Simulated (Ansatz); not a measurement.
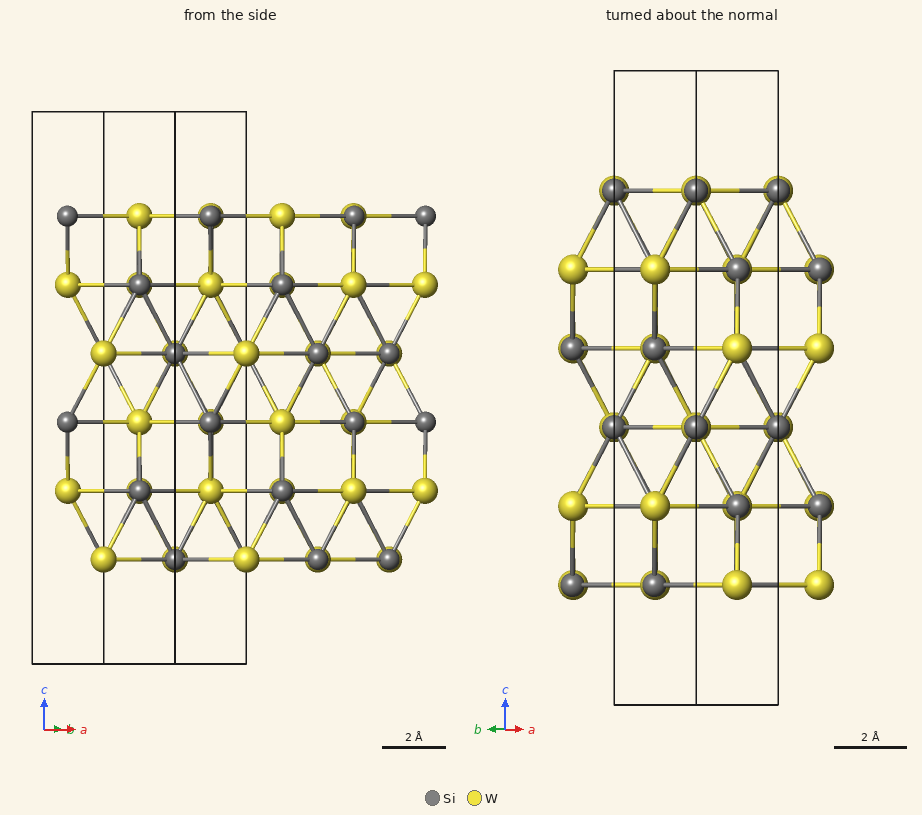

A ball-and-stick picture of a periodic slab, seen from the side and turned about the normal. The surface normal points up in side views; the box is the simulation cell. 2×2 cells are drawn in the plane, with atoms at the edges repeated.

The cell holds 12 Si, 6 W.

### What do the upper and lower surfaces expose?

The top face ends in Si and W, the bottom face in Si and W. The two faces are alike.

### What is the thickness of the slab?

About 11 Å from the lowest to the highest atom, with about 7 Å of vacuum to the next image.

### Give the sequence of planes from the top.

Six planes: Si2W / Si2W / Si2W / Si2W / Si2W / Si2W.

The initial geometry was a structure listed in the Materials Project. The cell was then strained or its atoms displaced on purpose. An electronic-structure calculation with Ansatz was run on it.

At this level of theory the run's own cell isn't at rest (forces up to 2.5 eV/Å), so its distances can differ from those at equilibrium, the more so the softer the solid.
